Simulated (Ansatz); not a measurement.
```
P
1.0
     9.20000    0.00000    0.00000
     0.00000    9.20000    0.00000
     0.00000    0.00000    7.40000
P
4
Cartesian
  4.6000 4.6000 0.0000
  0.0000 0.0000 0.0000
  0.0000 4.6000 4.6250
  4.6000 0.0000 2.7750
```

Space group P4/nmm; a structure from a database of computed crystals, not necessarily the ambient phase; spin-polarised.

Theory: DFT PBEsol, scalar-relativistic, plane waves, PAW (Ansatz 0.2.0).

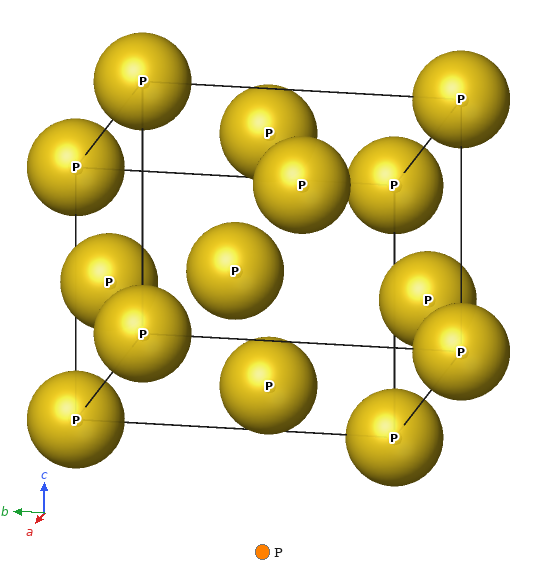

P. Isosurfaces of the magnetisation density (up minus down) at +0.08 (yellow) and −0.08 e/Å³ (cyan), seen at an oblique angle.

Core electrons are frozen (PAW), and the valence fields are smoothed inside the atomic spheres.

Q: Which atoms carry the moments, and with what signs?

A: The spin density sits on P: +2.9 μB (×4) in one cell of 4 atoms: parallel moments (a ferromagnetic arrangement) in this solution. The cell of the calculation (4 atoms) carries 12.0 μB of net spin moment. Only one sign reaches the isovalue.
